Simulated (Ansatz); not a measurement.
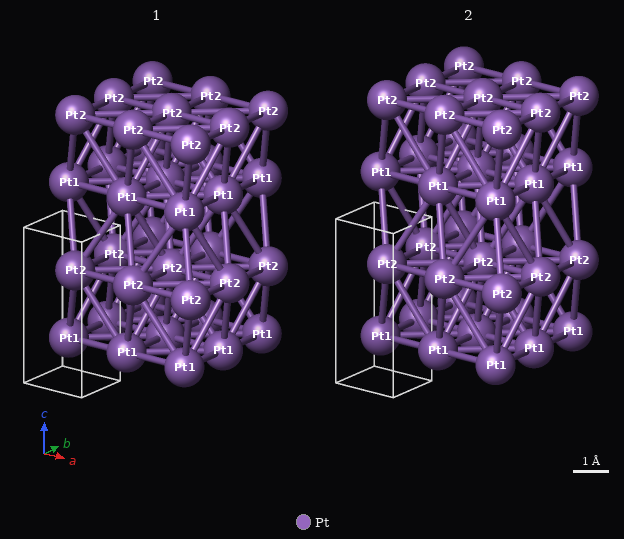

Two geometries of solid Pt (a generated structure, set up in P6_3/mmc), drawn at one scale. One is the start of a relaxation, the other its converged end. A ball-and-stick model of the cell of the calculation, repeated 3 × 3 × 2 with one cell outlined, seen slightly off an axis.

Level of theory: Ansatz, DFT, PBE, plane waves (420 eV) with PAW, scalar-relativistic. Set-up: plane-wave cutoff 420 eV; k-point mesh 13 × 13 × 7; occupations fermi dirac; smearing width 0.05 eV; collinear spin; cell and atoms relaxed; force threshold 0.01 eV/Å; at most 60 steps.

Q: Which geometry has the lower energy?

A: Structure 2 is the relaxed one. Phase: hcp. The atoms keep their places relative to the cell (all moves are under 0.005 Å). The volume changes by +4.4 %, with a = b 2.774 → 2.760 Å (−0.5 %), c 4.530 → 4.777 Å (+5.4 %). Some distances before and after: Pt1–Pt2 2.774 → 2.871 Å, Pt1–Pt1 2.774 → 2.760 Å. The space group stays P6_3/mmc (No. 194). Over 5 accepted moves (6 points after the start) the energy falls by 39.2 meV per atom. All forces vanish by symmetry, so only the cell relaxes. Pressure: 11.39 GPa at the start and 0.00 GPa at the end. The SCF was repeated once at an unchanged geometry on a basis and grid sized afresh for the cell, which shifted the energy by 0.3 meV per atom at most. The program noted that the starting moments weren't kept. The run took 27 s on 2 threads of Arm Neoverse V1, with other jobs on the host, peak memory 0.35 GiB.
